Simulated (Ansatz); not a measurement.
System: Mo, space group Im-3m (No. 229) (one of a set of cubic test structures, which need not be the stable phase).

Input of one of the runs behind the figure:
```
crystal:
  lattice:
    - [-1.569395653639, 1.569395653639, 1.569395653639]
    - [1.569395653639, -1.569395653639, 1.569395653639]
    - [1.569395653639, 1.569395653639, -1.569395653639]
  atoms:
    - { symbol: Mo, position: [0.0, 0.0, 0.0] }
kpoints:
  mp_grid: { grid: [6, 6, 6] }
hamiltonian:
  xc: hse06
  pseudopotentials:
    kind: paw
    azcp:
      Mo: "pseudopotentials/pbe/paw/ansatz_paw_generated_hard_1/Mo.paw.azcp"
scf:
  occupations: { method: fermi_dirac, width: 0.1 }
  convergence: { dr2_threshold: "1e-10 eV" }
  exx: { energy_threshold: "1e-8 eV", singularity: regularized }
output:
  forces: true
  stress: true
  eigenvalues: true
```

Command:
```bash
ansatz run input.yaml --threads 2
```

Method: equation of state of a cubic crystal from periodic Kohn-Sham density functional theory without spin, third-order Birch-Murnaghan fit to the free energies; pressure corrected for the finite basis (Ansatz 0.2.0 development build). Level: HSE06.

```csv
setting,value
structure type,bcc
atoms in cell,1
space group number,229
lattice centring,body-centred primitive
k mesh,6×6×6
occupation method,Fermi–Dirac
occupation width,0.1 eV
wave cutoff,700 eV
datasets,hard PAW
density tolerance,0 eV
bands,11
density cutoff ratio,4
search for lower states,default
exchange singularity,regularized
```

Predict the energy above the lowest point and pressure against volume. The volume takes the values 14.52, 14.99, 15.46, 15.94, 16.41 Å³/atom.

A third-order Birch–Murnaghan fit gives V0 = 15.34 Å³/atom, B0 = 296 GPa and B′ = 4.3. The energy above the lowest point is 44.2 meV/atom at volume 14.52 Å³/atom and 60.3 meV/atom at 16.41 Å³/atom; the lowest computed point is at volume 15.46 Å³/atom (0.0 meV/atom), and no other minimum shows. The pressure falls from 18.4 GPa at volume 14.52 Å³/atom to −17.3 GPa at 16.41 Å³/atom, and changes sign near 15.35 Å³/atom.

```csv
volume (Å³/atom),energy above the lowest point (meV/atom),pressure (GPa)
14.52,44.2,18.4
14.99,6.8,7.2
15.46,0.0,-2.3
15.94,19.1,-10.4
16.41,60.3,-17.3
```

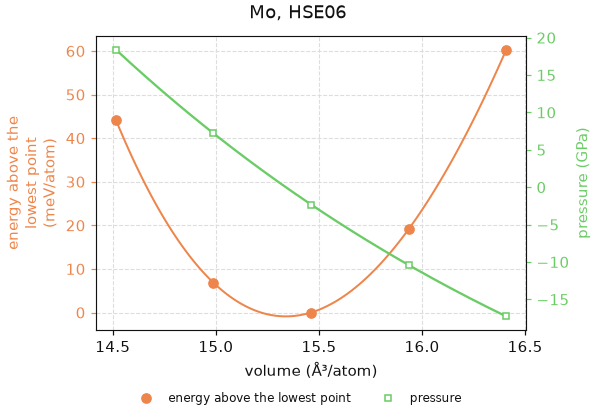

Note: coarse k-mesh, values are not converged in k; pseudopotentials made with PBE, not this functional.
